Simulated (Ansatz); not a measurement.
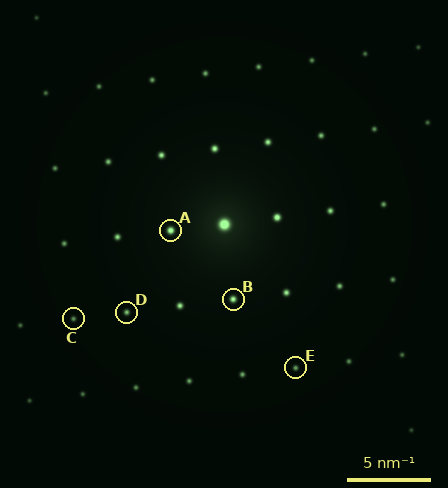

The pattern is a kinematic simulation for 80 kV electrons (no multiple scattering; isotropic B = 0.8 Å²). The zone axis points towards the electron source and the pattern is seen from the source side.

Hg, space group Pm-3m (No. 221), a = 3.09 Å. Structure: the input geometry of an electronic-structure calculation (not necessarily at equilibrium); the starting structure was generated, so it need not be a known form of this composition.

```csv
atom,site,symmetry,x,y,z
Hg,1a,m-3m,0.0000,0.0000,0.0000
```

Spot A is indexed 0 0 -1 and spot B -1 1 0.

Give hkl for C, D, E.

Answer. C = 3A + B = -1 1 -3 (d = 0.933 Å). D = 2A + B = -1 1 -2 (d = 1.263 Å). E = −A + 2B = -2 2 1 (d = 1.031 Å).

Give [uvw].

Answer. The cross product of A and B is parallel to [110]; every spot obeys hu + kv + lw = 0.
